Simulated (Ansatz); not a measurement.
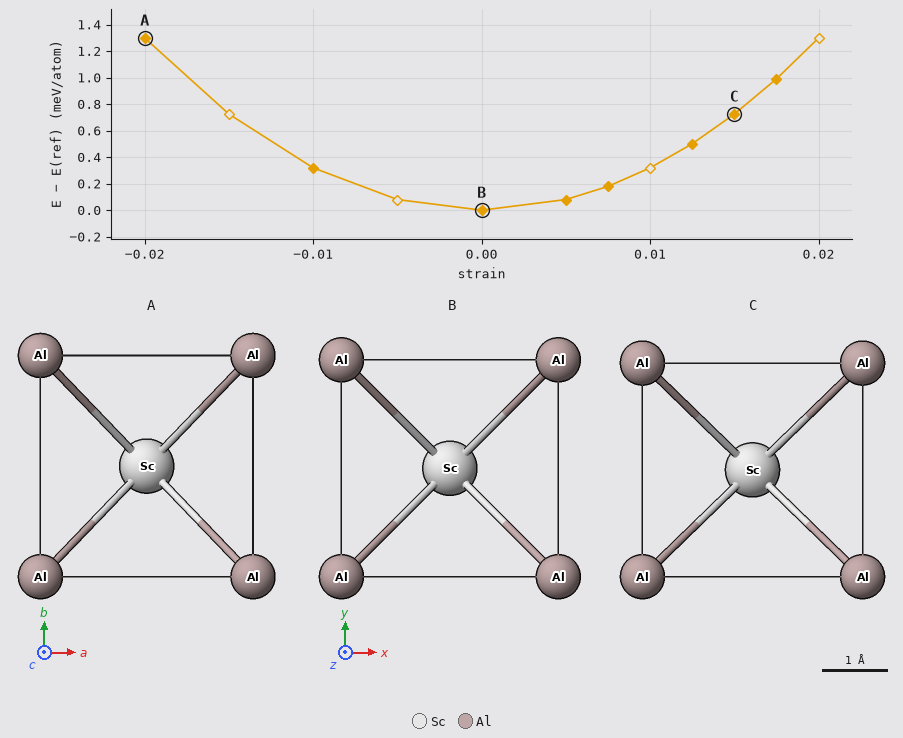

Energy scan for solid ScAl (Pm-3m), in which the cell is strained along x and oppositely along y, with the atoms kept at their fractional coordinates. x, y and z are the Cartesian axes of the input. The lettered frames are marked on the plot. Hollow markers are points alike by symmetry, not computed again. Style: ball-and-stick. Shown: the cell of the calculation, along the c axis.

All numbers below come from DFT r2SCAN, scalar-relativistic, plane waves, PAW (Ansatz). (plane-wave cutoff 500 eV; k-point mesh 18 × 18 × 18; occupations gaussian; smearing width 0.15 eV; no spin polarisation). Energies (free energies at the smearing named) are counted from the relaxed crystal.

Q: What does the scan show?

A: Of the computed points the lowest is at the strain 0.00, 0.00 meV/atom. The end points stand at 1.30 meV/atom (−0.02) and 1.30 meV/atom (0.02). The curvature at zero strain, (1/V) d²E/dε², is about 53 GPa; it is C₁₁ + C₂₂ − 2C₁₂ with clamped ions. The distortion takes the space group from Pm-3m to Pmmm. At the strain −0.02 the cell of the drawing goes a 3.369 → 3.302 Å, b 3.369 → 3.436 Å.

The computed points:

```tsv
strain	E − E(ref) (meV/atom)
−0.0200	1.30
−0.0150	0.72
−0.0100	0.32
−0.0050	0.08
0.0000	0.00
0.0050	0.08
0.0075	0.18
0.0100	0.32
0.0125	0.50
0.0150	0.72
0.0175	0.99
0.0200	1.30
```

Points that are alike by symmetry were computed once.
